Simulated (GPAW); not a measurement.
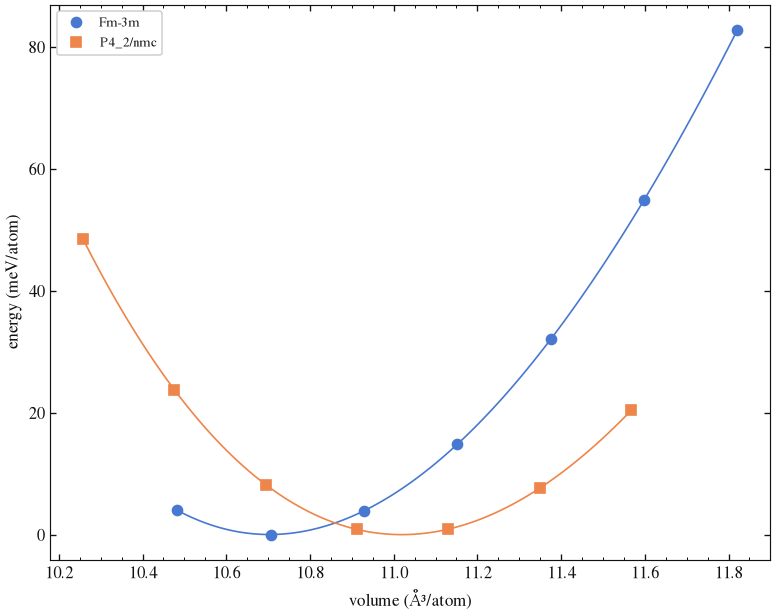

Computed with GPAW 26.7.0: PAW DFT in plane waves, on a grid or in atomic orbitals, no spin polarisation; energies at scaled volumes of the given cell, shape and fractions fixed, counted from the fit's minimum, third-order Birch-Murnaghan fit. Level: PBEsol.

```csv
setting,value
occupations,Fermi–Dirac
smearing width,0.05 eV
potentials,PAW data sets made by gpaw setup for the functional
wave cutoff,800 eV
```

**Figure.** Energy against volume, with one curve for each structure, for HfO₂. Each energy curve has its own zero, so the curves don't rank the structures.

Settings that differ: Fm-3m: k mesh 9×9×9; P4_2/nmc: k mesh 8×8×5.

The fitted equilibrium volumes, smallest first, are Fm-3m 10.703, P4_2/nmc 11.019 Å³/atom. The fitted bulk moduli, smallest first, are P4_2/nmc 260.5, Fm-3m 270.9 GPa.
